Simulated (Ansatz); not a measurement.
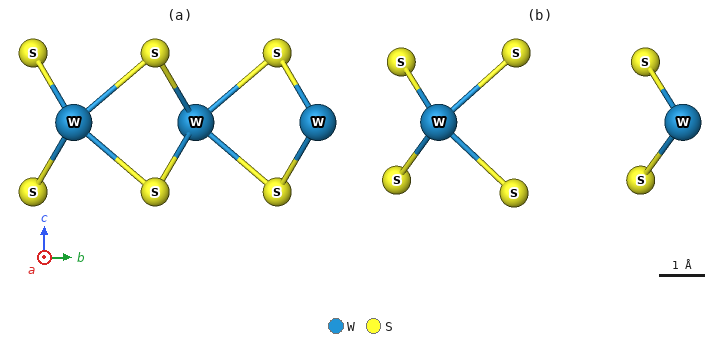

Left: perfect WS$_{2}$. Right: the same region with one point defect, after relaxing the atoms in a supercell of 15 sites. Style: ball-and-stick. Shown: the atoms within 4.3 Å of one point, in a slice 4.2 Å thick across the line of sight, along the a axis.

Level of theory: DFT PBE, scalar-relativistic, plane waves, PAW (Ansatz). (plane-wave cutoff 420 eV; k-point mesh 1 × 1 × 1; occupations gaussian; smearing width 0.01 eV; collinear spin) The cell is small and the k-mesh coarse, so the numbers are rough. The axes drawn are those of the host's conventional cell.

### Which defect is it?

A tungsten atom is taken out (a vacancy).

The charge state of the cell is 0.

### How does the lattice respond?

Around the empty W site the host had 6 S at 2.42 Å; after relaxation the nearest atoms are 6 S at 2.32 to 2.46 Å. Of the host's atoms, a sulfur atom moves furthest from its site, by 0.29 Å. The cell's net moment is 2.00 μB.

Limits of the set-up: layers or molecules are held without a dispersion correction, so their spacing is unreliable.
